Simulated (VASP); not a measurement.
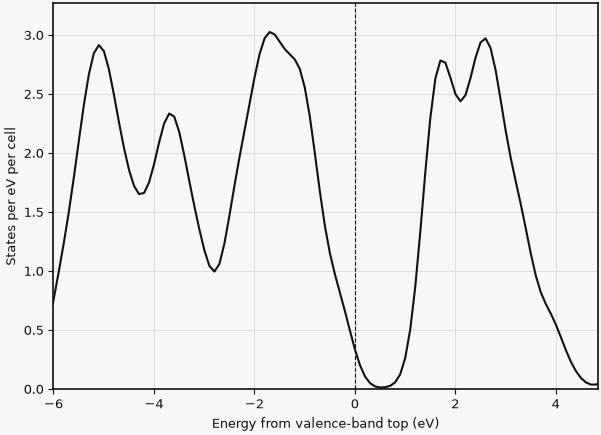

Density of states. Energies are counted from the top of the valence band. The DOS curve is built from the levels of the k mesh with Gaussians 0.55 eV wide, which also blur the band edges; ripples of that width can come from the mesh.

System: Se, space group P3_121, 3 atoms in the cell.

```
Se
1.0
     4.06467    0.00000    0.00000
    -2.03234    3.52011    0.00000
     0.00000    0.00000    5.13369
Se
3
Direct
  0.24775 0.00000 0.33333
  0.00000 0.24775 0.66667
  0.75225 0.75225 0.00000
```

Level of theory: TB-mBJ, VASP PAW PBE potentials, release 64 (Se), no spin polarisation, no spin-orbit coupling, 9×9×6 k mesh, 520 eV cutoff, Gaussian smearing of 0.03 eV; code VASP.

Question: Metal or insulator, going by the density of states?

Answer: There is a gap; over the k points computed it is 0.84 eV (indirect; the smallest direct gap on the k mesh is 0.92 eV).

The PAW data sets were made with another functional. Spin-orbit coupling is left out, which matters for Se. This is a model potential built to give gaps, with no total energy. The cell was derived from a database entry in an earlier step, so it needn't be the measured one.
